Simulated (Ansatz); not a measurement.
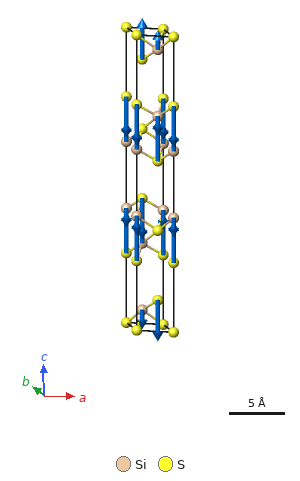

A relaxation of crystalline Si2S3 (built on the tetradymite_166 type). The starting structure is drawn; blue arrows show the displacements (the part carried along by the change of the cell is left out), magnified 100 times.

The picture is a ball-and-stick view of the conventional cell (3 times the calculation's cell), seen slightly off an axis. Lengths and directions refer to the drawn axes.

Case: tetradymite type (R-3m, No. 166).

The calculation used DFT PBE, scalar-relativistic, plane waves, PAW (Ansatz). Settings: plane-wave cutoff 420 eV; k-point mesh 12 × 12 × 12; occupations gaussian; smearing width 0.1 eV; no spin polarisation; cell and atoms relaxed; force threshold 0.01 eV/Å; at most 80 steps.

What did the optimiser do to the structure, and how much energy did it gain?

The largest moves relative to the cell, 0.039 Å, are those of S atoms. By element the largest moves are S 0.039 Å, Si 0.018 Å. The drawn cell changes as follows: a = b 3.467 → 3.435 Å (−0.9 %), c 27.540 → 28.599 Å (+3.8 %); the volume changes by +2.0 %. Among the contacts that change: S–Si 2.488 → 2.496 Å. The space group stays R-3m (No. 166). The energy falls by 3.2 meV per atom in 6 accepted moves (7 points after the start). Largest force component: 0.1 eV/Å at the start, 0.00049 eV/Å at the end. Pressure: 0.06 GPa at the start and 0.01 GPa at the end. At 1 point the geometry stayed and the basis and grid were re-selected for the new cell (energy shift of 0.1 meV per atom at most each time). The run took 2.3 min on 1 thread of Arm Neoverse V2 (shared host), peak memory 0.55 GiB.

Limits of the set-up: layers or molecules are held without a dispersion correction, so their spacing is unreliable.
